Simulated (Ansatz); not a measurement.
Structure (in its standard cell), coordinates from a relaxation with Ansatz 0.2.0, DFT, LDA (PW92), plane waves (420 eV) with PAW, scalar-relativistic; the starting structure was generated, so it need not be a known form of this composition:

```xyz
8
Lattice="5.3609 0.0000 0.0000 0.0000 5.3609 0.0000 0.0000 0.0000 5.3609" Properties=species:S:1:pos:R:3 pbc="T T T"
Ti    4.0207    4.0207    4.0207
Ti    0.0000    2.6804    0.0000
Ti    4.0207    1.3402    1.3402
Ti    0.0000    0.0000    2.6804
Ti    1.3402    4.0207    1.3402
Ti    2.6804    2.6804    2.6804
Ti    1.3402    1.3402    4.0207
Ti    2.6804    0.0000    0.0000
```

What does the kinematic electron diffraction pattern along [001] look like at 300 kV (B = 0.8 Å²)?

The spots form a square net with both shortest vectors at d = 1.90 Å, 90.0° apart. They are 2 -2 0 and 2 2 0. The pattern has symmetry 4mm. The lattice centring (F) removes all reflections that break h + k = 2n, h + l = 2n; a glide plane extinguishes reflections such as 2 -4 0, 2 4 0, 4 -2 0; a screw axis and a glide plane both extinguish reflections such as 0 2 0, 2 0 0, 0 6 0.

Strongest reflections with d > 0.80 Å, one of each family (|F|² from tabulated Gaussian fits of the electron scattering factors, times a small damping for the curvature of the Ewald sphere):

```
  hkl  d (Å)  I (strongest = 100)
2 2 0  1.895                  100
4 0 0  1.340                   41
4 4 0  0.948                   13
6 2 0  0.848                    8
```

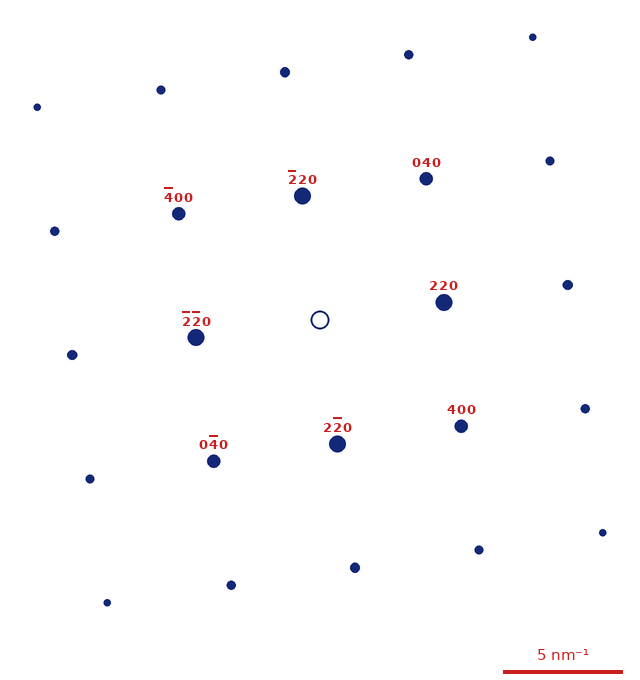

Calculated pattern, seen from the source side with [001] pointing towards the source.
